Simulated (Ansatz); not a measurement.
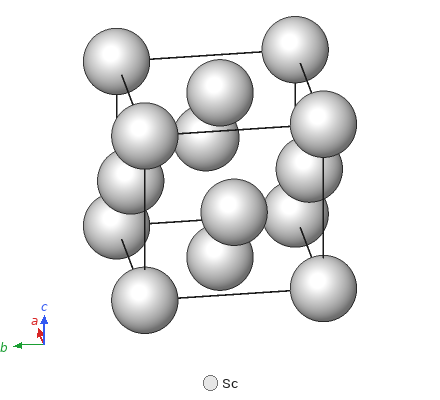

Sc (Fm-3m, No. 225): the input geometry of an electronic-structure calculation (not necessarily at equilibrium); the starting structure was generated, so it need not be a known form of this composition.

```
CELL_PARAMETERS angstrom
4.61872 0.00000 0.00000
0.00000 4.61872 0.00000
0.00000 0.00000 4.61872
ATOMIC_POSITIONS crystal
Sc 0.00000 0.00000 0.00000
Sc 0.00000 0.50000 0.50000
Sc 0.50000 0.00000 0.50000
Sc 0.50000 0.50000 0.00000
```

What will a HAADF-like image along [001] show? Simulation: incoherent imaging, intensity Z^1.7 per atom, probe width 1.12 Å, thin sample. The probe carries 25 % of its weight in a tail 2.5 times as wide. A slight drift was added.

Answer. The columns repeat on a square net with a repeat of 2.31 Å (plane group p4mm). All columns are alike (Sc). The shortest distance between visible columns is 2.31 Å in projection. Along the beam the structure repeats every 4.62 Å.

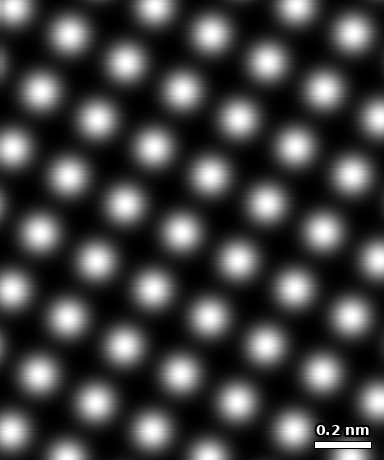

The simulated image.
